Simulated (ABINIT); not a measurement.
SiC: single-point calculation

System: SiC (4 atoms in the cell).
Method: Kohn-Sham DFT of a periodic cell, PBEsol, JTH PAW PBE v2.0, no spin polarisation (ABINIT 10.8.3).

The structure derives from an entry of the Crystallography Open Database.

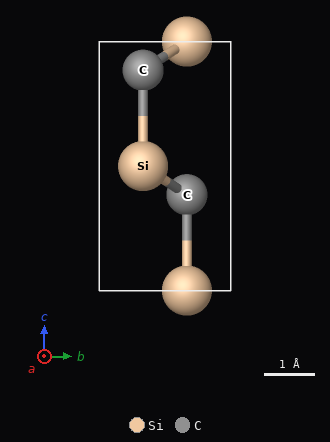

*The structure (ball-and-stick view of the cell of the calculation, along the a axis). An atom can appear more than once, as a periodic image.*

Near neighbours in the periodic cell (some may lie outside the picture): Si has 4 C at 1.87 to 1.94 Å; C has 4 Si at 1.87 to 1.94 Å.

Summary

- outcome: converged
- space group (tolerance 0.01 Å): P6₃mc (186)
- electrons treated: 16
- free energy: −529.4260 eV
- Fermi energy: 9.095 eV
- gap on the k-point mesh: 2.33 eV
- pressure: −0.18 GPa
- largest force (length of the vector): 0.738 eV/Å
- hardware: 1 thread of Arm Neoverse V2, 24 GiB of memory available, shared host
- wall time: 44 s
- peak memory: 0.1 GiB

Input file
```
# Pseudopotentials
pp_dirpath "./"
pseudos "Si.GGA_PBE-JTH.xml, C.GGA_PBE-JTH.xml"

# Structure
acell 3*1.0
rprim
     5.8127975593     0.0000000000     0.0000000000
    -2.9063987797     5.0340303534     0.0000000000
     0.0000000000     0.0000000000     9.5393374771
ntypat 2
znucl 14 6
natom 4
typat 1 1 2 2
xcart
     2.9063987800     1.6780101176     4.7696687386
    -0.0000000003     3.3560202358     0.0000000000
     2.9063987800     1.6780101176     8.4423136672
    -0.0000000003     3.3560202358     3.6726449287

# Plane-wave basis
ecut 517.016339 eV
pawecutdg 38.0
pawxcdev 0

# k points
kptopt 1
ngkpt 10 10 5
nshiftk 1
shiftk 0.0 0.0 0.0

# Exchange and correlation
ixc -116133

# Bands and occupations
nband 12
occopt 4
tsmear 0.00183747

# SCF cycle
nstep 100
tolvrs 1.0e-13

# Output
iomode 3
prtwf 0
prtden 0
prteig 0
prtebands 0
enunit 1
```

Launch command:
```bash
abinit run.abi > log 2>&1
```

What the program printed
```
.Version 10.8.3 of ABINIT
 Symmetries : space group P6_3 m c (#186); Bravais hP (primitive hexag.)
================================================================================
 Values of the parameters that define the memory need of the present run
     intxc =       0    ionmov =       0      iscf =      17    lmnmax =       8
     lnmax =       4     mgfft =      40  mpssoang =       2    mqgrid =    3001
     natom =       4  nloc_mem =       2    nspden =       1   nspinor =       1
    nsppol =       1      nsym =      12    n1xccc =       1    ntypat =       2
    occopt =       4   xclevel =       2
       mpw =        1118          nfft =       23040          nkpt =          42
 PAW method is used; the additional fine FFT grid is defined by:
   mgfftf=        54    nfftf =     69984
================================================================================
================================================================================

--------------------------------------------------------------------------------
------------- Echo of variables that govern the present computation ------------
--------------------------------------------------------------------------------
 -outvars: echo values of preprocessed input variables --------
            acell      1.0000000000E+00  1.0000000000E+00  1.0000000000E+00 Bohr
              amu      2.80855000E+01  1.20110000E+01
             ecut      1.90000000E+01 Hartree
           enunit           1
              ixc     -116133
         kptrlatt       10    0    0      0   10    0      0    0    5
          kptrlen      4.76966874E+01
            natom           4
            nband          12
            ngfft          24      24      40
          ngfftdg          36      36      54
             nkpt          42
            nstep         100
             nsym          12
           ntypat           2
           occopt           4
        pawecutdg      3.80000000E+01 Hartree
         pawxcdev           0
           prtden           0
        prtebands           0
           prteig           0
            prtwf           0
            rprim      5.8127975593E+00  0.0000000000E+00  0.0000000000E+00
                      -2.9063987797E+00  5.0340303534E+00  0.0000000000E+00
                       0.0000000000E+00  0.0000000000E+00  9.5393374771E+00
          spgroup         186
           tolvrs      1.00000000E-13
           tsmear      1.83747000E-03 Hartree
            typat      1  1  2  2
           useylm           1
           xangst      1.5379999990E+00  8.8796471340E-01  2.5239999983E+00
                       8.8196240839E-12  1.7759294268E+00  0.0000000000E+00
                       1.5379999990E+00  8.8796471340E-01  4.4674799969E+00
                       8.8196240839E-12  1.7759294268E+00  1.9434799987E+00
            xcart      2.9063987797E+00  1.6780101178E+00  4.7696687386E+00
                       1.6666674052E-11  3.3560202356E+00  0.0000000000E+00
                       2.9063987797E+00  1.6780101178E+00  8.4423136672E+00
                       1.6666674052E-11  3.3560202356E+00  3.6726449287E+00
             xred      6.6666666668E-01  3.3333333333E-01  5.0000000000E-01
                       3.3333333334E-01  6.6666666667E-01  0.0000000000E+00
                       6.6666666668E-01  3.3333333333E-01  8.8500000000E-01
                       3.3333333334E-01  6.6666666667E-01  3.8500000000E-01
            znucl       14.00000    6.00000

================================================================================

 chkinp: Checking input parameters for consistency.

================================================================================
== DATASET  1 ==================================================================

--- !DatasetInfo
iteration_state: {dtset: 1, }
dimensions: {natom: 4, nkpt: 42, mband: 12, nsppol: 1, nspinor: 1, nspden: 1, mpw: 1118, }
cutoff_energies: {ecut:  19.0, pawecutdg:  38.0, }
electrons: {nelect:   1.60000000E+01, charge:   0.00000000E+00, occopt:   4.00000000E+00, tsmear:   1.83747000E-03, }
meta: {optdriver: 0, ionmov: 0, optcell: 0, iscf: 17, paral_kgb: 0, }
...

 Real(R)+Recip(G) space primitive vectors, cartesian coordinates (Bohr,Bohr^-1):
 R(1)=  5.8127976  0.0000000  0.0000000  G(1)=  0.1720342  0.0993240  0.0000000
 R(2)= -2.9063988  5.0340304  0.0000000  G(2)=  0.0000000  0.1986480  0.0000000
 R(3)=  0.0000000  0.0000000  9.5393375  G(3)=  0.0000000  0.0000000  0.1048291
 Unit cell volume ucvol=  2.7913818E+02 bohr^3
 Angles (23,13,12)=  9.00000000E+01  9.00000000E+01  1.20000000E+02 degrees

 Coarse grid specifications (used for wave-functions):

 getcut: wavevector=  0.0000  0.0000  0.0000  ngfft=  24  24  40
         ecut(hartree)=     19.000   => boxcut(ratio)=   2.10419

 Fine grid specifications (used for densities):

 getcut: wavevector=  0.0000  0.0000  0.0000  ngfft=  36  36  54
         ecut(hartree)=     38.000   => boxcut(ratio)=   2.03995

--- Pseudopotential description ------------------------------------------------
- pspini: atom type   1  psp file is ./Si.GGA_PBE-JTH.xml
 Pseudopotential format is: paw10
 basis_size (lnmax)=  4 (lmn_size=  8), orbitals=   0   0   1   1
 Spheres core radius: rc_sph= 1.90944987
 Shapefunction is BESSEL type: shapef(r,l)=aa(1,l)*jl(q(1,l)*r)+aa(2,l)*jl(q(2,l)*r)
 Radius for shape functions =  1.60149249
 Compensation charge density is not taken into account in XC energy/potential

- pspini: atom type   2  psp file is ./C.GGA_PBE-JTH.xml
 Pseudopotential format is: paw10
 basis_size (lnmax)=  4 (lmn_size=  8), orbitals=   0   0   1   1
 Spheres core radius: rc_sph= 1.50736703
 Shapefunction is SIN type: shapef(r)=[sin(pi*r/rshp)/(pi*r/rshp)]**2
 Radius for shape functions =  1.30052589
 Compensation charge density is not taken into account in XC energy/potential

   2.91409616E+02                                ecore*ucvol(ha*bohr**3)
--------------------------------------------------------------------------------

================================================================================

--- !BeginCycle
iteration_state: {dtset: 1, }
solver: {iscf: 17, nstep: 100, nline: 4, wfoptalg: 10, }
tolerances: {tolvrs: 1.00E-13, }
...

     iter   Etot(hartree)      deltaE(h)  residm     nres2
 ETOT  1  -19.535534541834    -1.954E+01 8.506E-02 3.243E+01
 ETOT  2  -19.461252535393     7.428E-02 2.024E-02 3.254E+00
 ETOT  3  -19.456306890879     4.946E-03 9.024E-03 4.184E-01
 ETOT  4  -19.455997385837     3.095E-04 1.972E-03 3.311E-03
 ETOT  5  -19.456036851571    -3.947E-05 9.407E-04 7.369E-04
 ETOT  6  -19.456045788605    -8.937E-06 5.284E-04 3.129E-05
 ETOT  7  -19.456047161590    -1.373E-06 3.505E-04 3.835E-06
 ETOT  8  -19.456047438991    -2.774E-07 2.235E-04 5.013E-07
 ETOT  9  -19.456047509415    -7.042E-08 1.194E-04 1.324E-08
 ETOT 10  -19.456047526404    -1.699E-08 9.285E-05 2.322E-08
 ETOT 11  -19.456047530424    -4.020E-09 8.661E-05 5.439E-10
 ETOT 12  -19.456047531463    -1.039E-09 6.201E-05 1.419E-09
 ETOT 13  -19.456047531723    -2.603E-10 5.436E-05 1.417E-11
 ETOT 14  -19.456047531790    -6.748E-11 3.608E-05 1.003E-10
 ETOT 15  -19.456047531808    -1.731E-11 3.055E-05 1.865E-11
 ETOT 16  -19.456047531812    -4.547E-12 1.942E-05 2.738E-11
 ETOT 17  -19.456047531813    -1.240E-12 1.616E-05 2.877E-12
 ETOT 18  -19.456047531814    -2.629E-13 1.003E-05 3.161E-12
 ETOT 19  -19.456047531814    -1.705E-13 8.289E-06 4.025E-12
 ETOT 20  -19.456047531814    -1.421E-14 5.650E-06 2.760E-13
 ETOT 21  -19.456047531814     3.908E-14 5.015E-06 1.427E-13
 ETOT 22  -19.456047531814    -1.421E-14 4.429E-06 1.084E-14

 At SCF step   22       nres2   =  1.08E-14 < tolvrs=  1.00E-13 =>converged.

 Cartesian components of stress tensor (hartree/bohr^3)
  sigma(1 1)= -4.79137626E-05  sigma(3 2)=  0.00000000E+00
  sigma(2 2)= -4.79137626E-05  sigma(3 1)=  0.00000000E+00
  sigma(3 3)=  1.14041056E-04  sigma(2 1)=  3.66707928E-14

--- !ResultsGS
iteration_state: {dtset: 1, }
comment   : Summary of ground state results
lattice_vectors:
- [  5.8127976,   0.0000000,   0.0000000, ]
- [ -2.9063988,   5.0340304,   0.0000000, ]
- [  0.0000000,   0.0000000,   9.5393375, ]
lattice_lengths: [   5.81280,    5.81280,    9.53934, ]
lattice_angles: [ 90.000,  90.000, 120.000, ] # degrees, (23, 13, 12)
lattice_volume:   2.7913818E+02
convergence: {deltae: -1.421E-14, res2:  1.084E-14, residm:  4.429E-06, diffor: null, }
etotal    :  -1.94560475E+01
entropy   :   0.00000000E+00
fermie    :   3.34222827E-01
cartesian_stress_tensor: # hartree/bohr^3
- [ -4.79137626E-05,   3.66707928E-14,   0.00000000E+00, ]
- [  3.66707928E-14,  -4.79137626E-05,   0.00000000E+00, ]
- [  0.00000000E+00,   0.00000000E+00,   1.14041056E-04, ]
pressure_GPa:  -1.7862E-01
xred      :
- [  6.6667E-01,   3.3333E-01,   5.0000E-01, Si]
- [  3.3333E-01,   6.6667E-01,   0.0000E+00, Si]
- [  6.6667E-01,   3.3333E-01,   8.8500E-01,  C]
- [  3.3333E-01,   6.6667E-01,   3.8500E-01,  C]
cartesian_forces: # hartree/bohr
- [  0.00000000E+00,  -1.20349925E-28,   1.43484027E-02, ]
- [ -9.26454154E-29,  -1.33722139E-29,   1.43484027E-02, ]
- [ -1.38968123E-28,   1.73838780E-28,  -1.43484027E-02, ]
- [  2.31613539E-28,  -4.01166416E-29,  -1.43484027E-02, ]
force_length_stats: {min:   1.43484027E-02, max:   1.43484027E-02, mean:   1.43484027E-02, }
...

 Integrated electronic density in atomic spheres:
 ------------------------------------------------
 Atom  Sphere_radius  Integrated_density
    1        1.90945          1.67354392
    2        1.90945          1.67354392
    3        1.50737          2.56479231
    4        1.50737          2.56479231

================================================================================

 ----iterations are completed or convergence reached----

 Mean square residual over all n,k,spin=   25.069E-09; max=  44.290E-07
 reduced coordinates (array xred) for    4 atoms
       0.666666666675      0.333333333333      0.500000000000
       0.333333333342      0.666666666667      0.000000000000
       0.666666666675      0.333333333333      0.884999999996
       0.333333333342      0.666666666667      0.384999999996
 rms dE/dt=  7.9027E-02; max dE/dt=  1.3579E-01; dE/dt below (all hartree)
    1       0.000000000000      0.000000000000     -0.137955714963
    2       0.000000000000      0.000000000000     -0.137955714963
    3       0.000000000000     -0.000000000000      0.135792796410
    4      -0.000000000000      0.000000000000      0.135792796410

 cartesian coordinates (angstrom) at end:
    1      1.53799999896131     0.88796471340201     2.52399999828481
    2      0.00000000000882     1.77592942680403     0.00000000000000
    3      1.53799999896131     0.88796471340201     4.46747999694638
    4      0.00000000000882     1.77592942680403     1.94347999866157

 cartesian forces (hartree/bohr) at end:
    1      0.00000000000000    -0.00000000000000     0.01434840270770
    2     -0.00000000000000    -0.00000000000000     0.01434840270770
    3     -0.00000000000000     0.00000000000000    -0.01434840270770
    4      0.00000000000000    -0.00000000000000    -0.01434840270770
 frms,max,avg= 8.2840542E-03 1.4348403E-02   0.000E+00  0.000E+00  1.134E-04 h/b

 cartesian forces (eV/Angstrom) at end:
    1      0.00000000000000    -0.00000000000000     0.73782453271325
    2     -0.00000000000000    -0.00000000000000     0.73782453271325
    3     -0.00000000000000     0.00000000000000    -0.73782453271325
    4      0.00000000000000    -0.00000000000000    -0.73782453271325
 frms,max,avg= 4.2598319E-01 7.3782453E-01   0.000E+00  0.000E+00  5.830E-03 e/A
 length scales=  1.000000000000  1.000000000000  1.000000000000 bohr
              =  0.529177210544  0.529177210544  0.529177210544 angstroms
 Fermi (or HOMO) energy (eV) =   9.09467   Average Vxc (eV)= -11.60320
 Eigenvalues (   eV  ) for nkpt=  42  k points:
 kpt#   1, nband= 12, wtk=  0.00200, kpt=  0.0000  0.0000  0.0000 (reduced coord)
  -7.77416   -4.23652   -0.78410    6.42284    6.42284    7.72164    7.72164    7.99411
  12.54827   13.92423   14.40897   14.40897
 prteigrs : prtvol=0 or 1, do not print more k-points.

--- !EnergyTerms
iteration_state     : {dtset: 1, }
comment             : Components of total free energy in Hartree
kinetic             :  1.01198802746901E+01
hartree             :  2.34614887718821E+00
xc                  : -9.15848631696269E+00
Ewald energy        : -2.08945946025903E+01
psp_core            :  1.04396187200192E+00
local_psp           : -8.05384924474505E+00
PAW spherical_terms :  5.14089163724751E+00
internal            : -1.94560475031704E+01
'-kT*entropy'       :  4.83525515978693E-16
total_energy        : -1.94560475031704E+01
total_energy_eV     : -5.29426023428923E+02
...

--- !EnergyTermsDC
iteration_state     : {dtset: 1, }
comment             : '"Double-counting" decomposition of free energy'
band_energy         :  1.03945255709637E+00
Ewald energy        : -2.08945946025903E+01
psp_core            :  1.04396187200192E+00
xc_dc               : -3.40072946917635E+00
PAW spherical_terms :  2.75586211085455E+00
internal            : -1.94560475318139E+01
'-kT*entropy'       :  4.83525515978693E-16
total_energy_dc     : -1.94560475318139E+01
total_energy_dc_eV  : -5.29426024208352E+02
...

--- !EnergyTermsWithPAWCore
iteration_state     : {dtset: 1, }
comment             : 'Components of total free energy, including PAW core contributions'
Total energy        : -6.54952123580696E+02
Total energy DC     : -6.54952123609339E+02
Total energy (eV)   : -1.78221552073798E+04
Total energy DC (eV): -1.78221552081592E+04
...

 Cartesian components of stress tensor (hartree/bohr^3)
  sigma(1 1)= -4.79137626E-05  sigma(3 2)=  0.00000000E+00
  sigma(2 2)= -4.79137626E-05  sigma(3 1)=  0.00000000E+00
  sigma(3 3)=  1.14041056E-04  sigma(2 1)=  3.66707928E-14

-Cartesian components of stress tensor (GPa)         [Pressure= -1.7862E-01 GPa]
- sigma(1 1)= -1.40967156E+00  sigma(3 2)=  0.00000000E+00
- sigma(2 2)= -1.40967156E+00  sigma(3 1)=  0.00000000E+00
- sigma(3 3)=  3.35520371E+00  sigma(2 1)=  1.07889197E-09

== END DATASET(S) ==============================================================
================================================================================

 -outvars: echo values of variables after computation  --------
            acell      1.0000000000E+00  1.0000000000E+00  1.0000000000E+00 Bohr
           etotal     -1.9456047532E+01
            fcart      0.0000000000E+00 -1.2034992495E-28  1.4348402708E-02
                      -9.2645415420E-29 -1.3372213884E-29  1.4348402708E-02
                      -1.3896812313E-28  1.7383878048E-28 -1.4348402708E-02
                       2.3161353855E-28 -4.0116641647E-29 -1.4348402708E-02
            rprim      5.8127975593E+00  0.0000000000E+00  0.0000000000E+00
                      -2.9063987797E+00  5.0340303534E+00  0.0000000000E+00
                       0.0000000000E+00  0.0000000000E+00  9.5393374771E+00
           strten     -4.7913762572E-05 -4.7913762557E-05  1.1404105599E-04
                       0.0000000000E+00  0.0000000000E+00  3.6670792836E-14
           xangst      1.5379999990E+00  8.8796471340E-01  2.5239999983E+00
                       8.8196240839E-12  1.7759294268E+00  0.0000000000E+00
                       1.5379999990E+00  8.8796471340E-01  4.4674799969E+00
                       8.8196240839E-12  1.7759294268E+00  1.9434799987E+00
             xred      6.6666666668E-01  3.3333333333E-01  5.0000000000E-01
                       3.3333333334E-01  6.6666666667E-01  0.0000000000E+00
                       6.6666666668E-01  3.3333333333E-01  8.8500000000E-01
                       3.3333333334E-01  6.6666666667E-01  3.8500000000E-01
 Calculation completed.
```

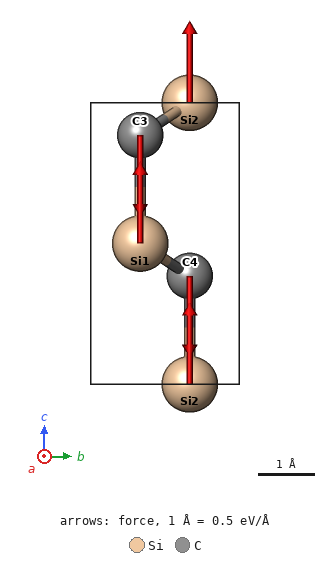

*Forces on the atoms as red arrows (ball-and-stick view of the cell of the calculation, along the a axis; atoms are numbered from 1 in the order of the input).*

The largest act on Si1, Si2 (0.74 eV/Å); C3, C4 (0.74 eV/Å). The geometry is not a stationary point of this energy.
